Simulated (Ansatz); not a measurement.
# MgGa15HO24 (cell with a defect): what the fields show

```yaml
crystal:
  lattice:
    - [-4.82471, -1.54176, -5.71919]
    - [-6.22743, 4.62527, -0.01149]
    - [1.40272, 6.16703, -5.70769]
  atoms:
    - { symbol: Mg, position: [0.93221, 0.00259, 0.47843] }
    - { symbol: Ga, position: [0.02911, 0.79218, 0.17108] }
    - { symbol: Ga, position: [0.28916, 0.53402, 0.91929] }
    - { symbol: Ga, position: [0.53651, 0.28181, 0.66243] }
    - { symbol: Ga, position: [0.45239, 0.71817, 0.33112] }
    - { symbol: Ga, position: [0.70866, 0.46024, 0.08478] }
    - { symbol: Ga, position: [0.95699, 0.20586, 0.82724] }
    - { symbol: Ga, position: [0.24002, 0.96848, 0.58320] }
    - { symbol: Ga, position: [0.59414, 0.08448, 0.08032] }
    - { symbol: Ga, position: [0.84988, 0.81612, 0.84354] }
    - { symbol: Ga, position: [0.09352, 0.57128, 0.59990] }
    - { symbol: Ga, position: [0.32939, 0.34483, 0.33196] }
    - { symbol: Ga, position: [0.65662, 0.66204, 0.66219] }
    - { symbol: Ga, position: [0.88490, 0.42434, 0.40967] }
    - { symbol: Ga, position: [0.14183, 0.17121, 0.14948] }
    - { symbol: Ga, position: [0.40234, 0.91163, 0.91845] }
    - { symbol: O, position: [0.07498, 0.58498, 0.82830] }
    - { symbol: O, position: [0.31688, 0.35061, 0.56565] }
    - { symbol: O, position: [0.55396, 0.10887, 0.31372] }
    - { symbol: O, position: [0.82127, 0.85324, 0.06426] }
    - { symbol: O, position: [0.17399, 0.14732, 0.92110] }
    - { symbol: O, position: [0.44193, 0.89824, 0.68578] }
    - { symbol: O, position: [0.66565, 0.65815, 0.43009] }
    - { symbol: O, position: [0.92325, 0.40553, 0.17808] }
    - { symbol: O, position: [0.84693, 0.79247, 0.61407] }
    - { symbol: O, position: [0.07815, 0.56686, 0.34705] }
    - { symbol: O, position: [0.32900, 0.31470, 0.09613] }
    - { symbol: O, position: [0.58603, 0.06597, 0.84647] }
    - { symbol: O, position: [0.40971, 0.93566, 0.14963] }
    - { symbol: O, position: [0.65668, 0.67970, 0.90979] }
    - { symbol: O, position: [0.90719, 0.42643, 0.65127] }
    - { symbol: O, position: [0.15316, 0.17941, 0.40479] }
    - { symbol: O, position: [0.74355, 0.25757, 0.99228] }
    - { symbol: O, position: [0.99889, 0.00447, 0.72622] }
    - { symbol: O, position: [0.23193, 0.77456, 0.49361] }
    - { symbol: O, position: [0.48811, 0.51145, 0.24373] }
    - { symbol: O, position: [0.49747, 0.49320, 0.74980] }
    - { symbol: O, position: [0.74033, 0.25022, 0.49281] }
    - { symbol: O, position: [0.99509, 0.00256, 0.24507] }
    - { symbol: O, position: [0.24460, 0.74436, 0.00357] }
    - { symbol: H, position: [0.66119, 0.13040, 0.33831] }
```

Theory: DFT PBE, scalar-relativistic, plane waves, PAW in Ansatz.

The density is the valence pseudo-density of a PAW calculation; it isn't the true density close to the nuclei.

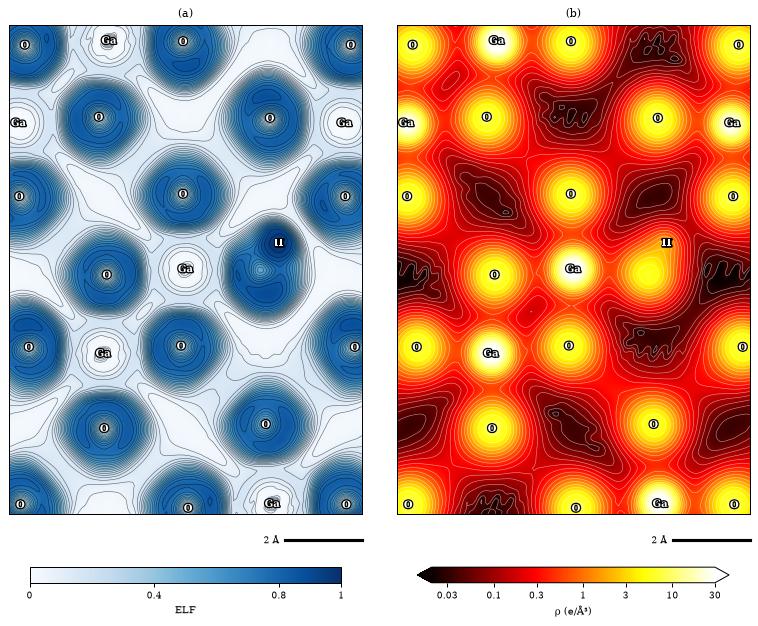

Figure 1. (a) electron localisation function; (b) valence charge density (pseudo) on the (11̄0) plane of the calculation cell.

What do the fields say about this system?

- The plane passes through Ga, O and H nuclei.
- Atoms just off the plane (O, 0.3 Å away) can leave unmarked features too.
- Ga–O (1.93 Å): the density is about 0.68 e/Å³ at the midpoint; the ELF peaks at about 0.80 in the valence shell of O, 0.6 Å from its nucleus, and is about 0.35 at the midpoint.
- Ga–O (1.95 Å): ρ at the midpoint is about 0.64 e/Å³; the ELF peaks at about 0.85 in the valence shell of O, 0.6 Å from its nucleus, and is about 0.30 at the midpoint.
- Between the atoms the lowest density in this plane is 0.003 e/Å³.
- The ELF also peaks beside O, away from the bonds: lone-pair regions.

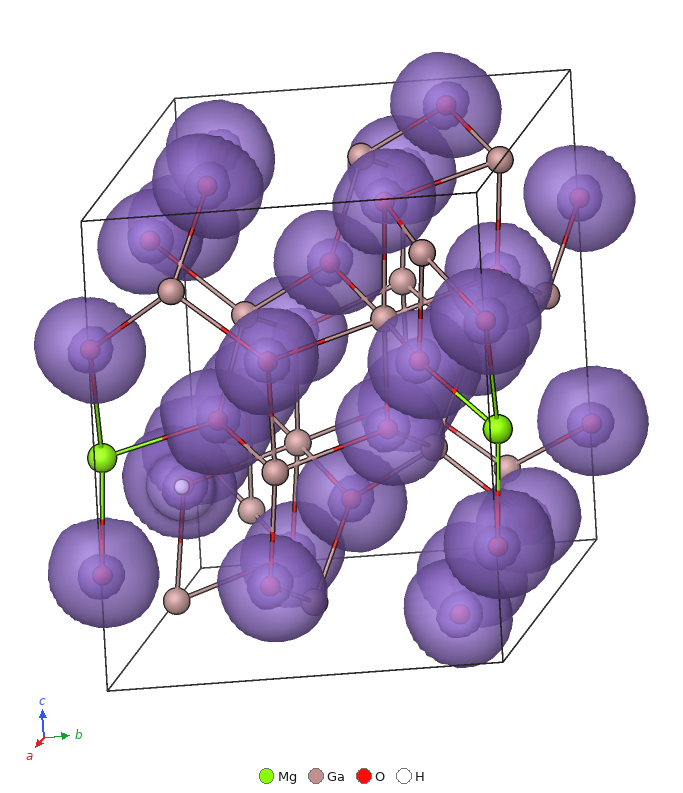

Figure 2. Isosurface of the electron localisation function at 0.7 (purple), seen slightly off an axis. Core shells and regions of very low density are left out. Sticks mark near contacts.

Identify the bonds, lone pairs and shells in this picture.

The ELF exceeds this value in 23 regions wrapped around O (the valence shell of each) and one joined region spread over several atoms (H, O), in which their bonds and any lone pairs are merged, counted in one cell of 41 atoms. Regions shared between cells count once. Along the contacts the grid gives the following. O–H (0.98 Å): the ELF climbs to about 1 towards the hydrogen, as it does in any bond to H: an ordinary covalent bond to hydrogen. Ga–O (1.78 Å): the ELF peaks at about 0.80 in the valence shell of O, 0.6 Å from its nucleus, and is about 0.45 at the midpoint.

Does the calculation give a band gap?

It is gapped, with a Kohn–Sham gap of 3.0 eV on the k-point mesh (the band edges may lie off the mesh, which would make the gap smaller).
